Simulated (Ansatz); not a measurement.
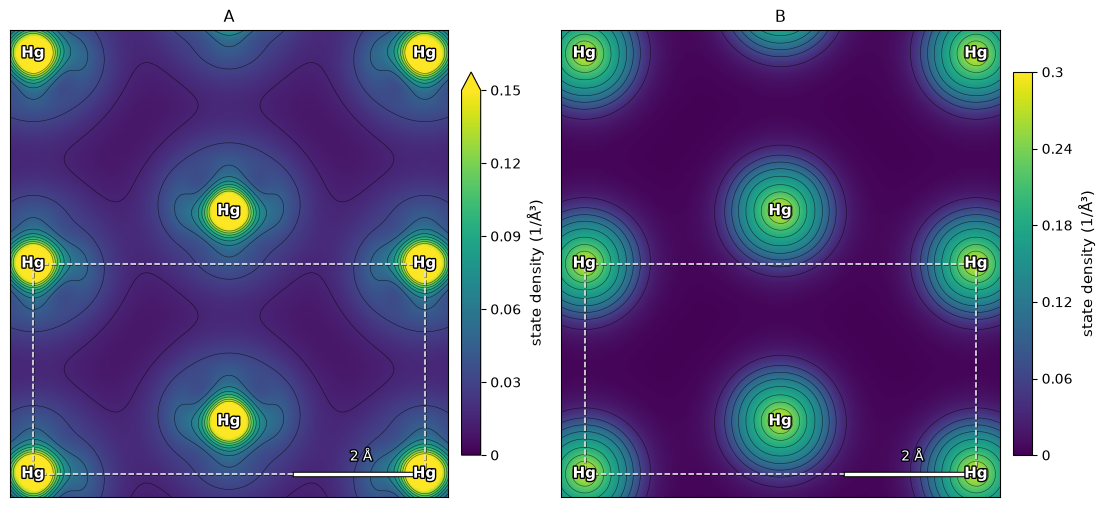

Hg: densities of the states in two energy windows, on the (010) plane of the conventional cell.

Space group I4_1/amd. Spin-orbit coupling, left out here, splits and shifts the levels of such heavy elements, by tenths of an eV up to several eV. The cell comes from a database of computed structures, not from a measurement.

All numbers below come from DFT PBE, scalar-relativistic, plane waves, PAW (Ansatz 0.2.0).

Core electrons are frozen (PAW), so the fields are smoothed inside the atomic spheres.

Question: Match the panels to the energy ranges (zero at the Fermi level): −8.3 to −5.5 eV and −5.5 to −2.8 eV.

Answer: Panel A: −5.5 to −2.8 eV, the middle third of the occupied valence band, mainly Hg 6s (75 %) and Hg 5d (25 %).
Panel B: −8.3 to −5.5 eV, the lower third of the occupied valence band, mainly Hg 5d (95 %).
The characters are Löwdin shares on a minimal set of atomic orbitals.
